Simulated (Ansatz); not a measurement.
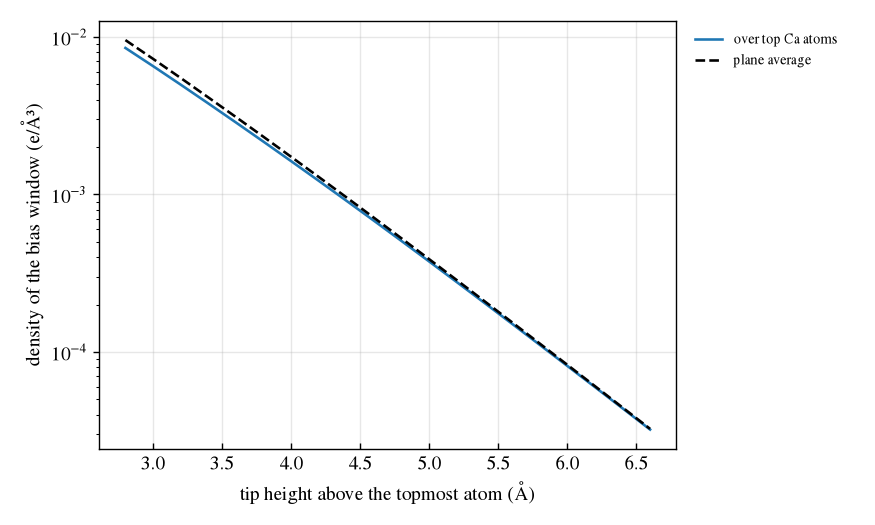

Approach curves over Ca(111) (Fm-3m bulk, 4 atomic planes (those closer than 0.6 Å count as one), 9 Å) at a sample bias of +1.50 V.

Tersoff–Hamann simulation (s-wave tip); biases are sample biases. Bias windows are sharp sums over the levels of the k mesh.

Level of theory: DFT PBE, scalar-relativistic, plane waves, PAW in Ansatz 0.2.0. Cutoff 420 eV, 24 × 24 k-points, Gaussian smearing 0.1 eV, dipole correction. The slab is a cut without reconstruction beyond its cell, at the source's lattice constants, with its lower half held fixed and the rest relaxed. No spin polarisation. The run warns that the functional's potential is rough in the thin density of the vacuum, where the tip is; weak contrasts and barriers may feel it.

```yaml
crystal:
  lattice:
    - [3.95160, 0.00000, 0.00000]
    - [-1.97580, 3.42218, 0.00000]
    - [0.00000, 0.00000, 27.67939]
  atoms:
    - { symbol: Ca, position: [0.66667, 0.33333, 0.32515] }
    - { symbol: Ca, position: [0.33333, 0.66667, 0.44172] }
    - { symbol: Ca, position: [0.00000, 0.00000, 0.55505] }
    - { symbol: Ca, position: [0.66667, 0.33333, 0.66573] }
```

> Estimate the decay constant and the apparent barrier, and compare with the vacuum level, which the run puts 2.90 eV above zero bias.

Near 4 Å the plane average falls as exp(−1.47 z/Å), a factor of 4.3 per ångström, which gives an apparent barrier of 2.1 eV (0.952 eV Å² times the slope squared). The upper edge of the window lies 1.40 eV under the vacuum level. The curve is still bending at 4 Å, since the potential hasn't yet risen to the vacuum level: further out the slope reaches 1.56 per Å, an apparent barrier of 2.3 eV. That far value is well above 1.40 eV. At 4 Å the 0.50 eV of states nearest the upper edge carry 12 % of the density, so deeper states, or ones away from the zone centre, set the barrier.
